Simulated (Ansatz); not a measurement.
# ZnS: what the fields show

```xyz
4
Lattice="3.8054 0.0000 0.0000 -1.9027 3.2956 0.0000 0.0000 0.0000 6.2440" Properties=species:S:1:pos:R:3 pbc="T T T"
Zn    0.0000    2.1971    0.0333
Zn    1.9027    1.0985    3.1554
S     0.0000    2.1971    2.3706
S     1.9027    1.0985    5.4926
```

Space group P6₃mc; started from the measured structure prototype, which need not be the ambient phase.

Theory: DFT, HSE06, plane waves, PAW in Ansatz 0.2.0.

The density is the valence pseudo-density of a PAW calculation; it isn't the true density close to the nuclei.

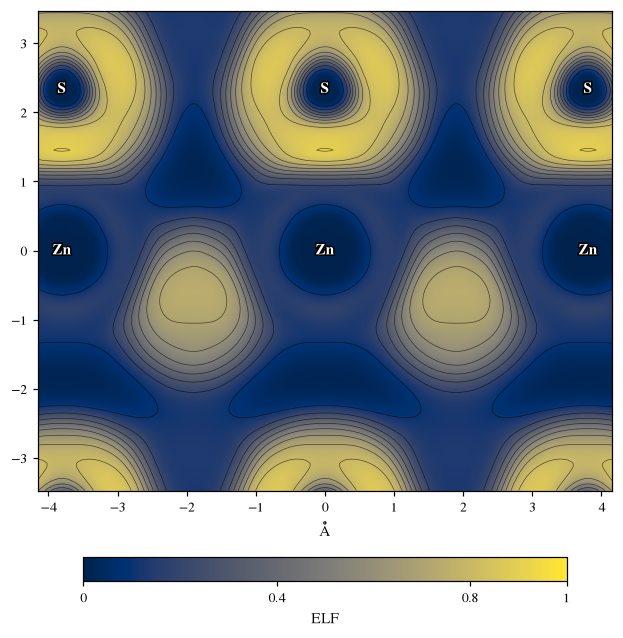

Figure 1. ELF on the (100) plane of the conventional cell.

Question: Describe what can be read from this map.

Answer: The section cuts through Zn and S sites. Zn–S (2.34 Å): the ELF peaks at about 0.90 in the valence shell of S, 0.9 Å from its nucleus, and is about 0.55 at the midpoint.

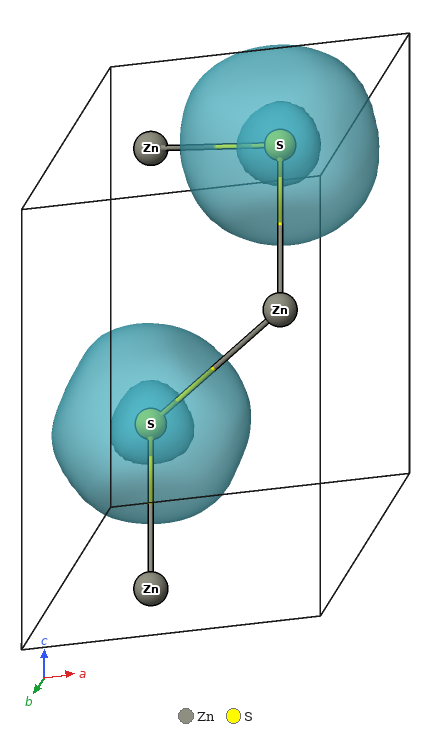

Figure 2. Isosurface of the electron localisation function at 0.65 (cyan), seen at an oblique angle. Core shells and regions of very low density are left out. Sticks mark near contacts.

Question: Describe the localisation domains.

Answer: At this value the surface marks out two regions wrapped around S (the valence shell of each), counted in one cell of 4 atoms. Any copies at cell faces, edges or corners count once. Profiles from the grid: Zn–S (2.33 Å): the ELF peaks at about 0.90 in the valence shell of S, 0.8 Å from its nucleus, and is about 0.55 at the midpoint.

Question: Metal or insulator at this level of theory?

Answer: It is gapped, with a Kohn–Sham gap of 3.4 eV on the k-point mesh (the band edges may lie off the mesh, which would make the gap smaller).
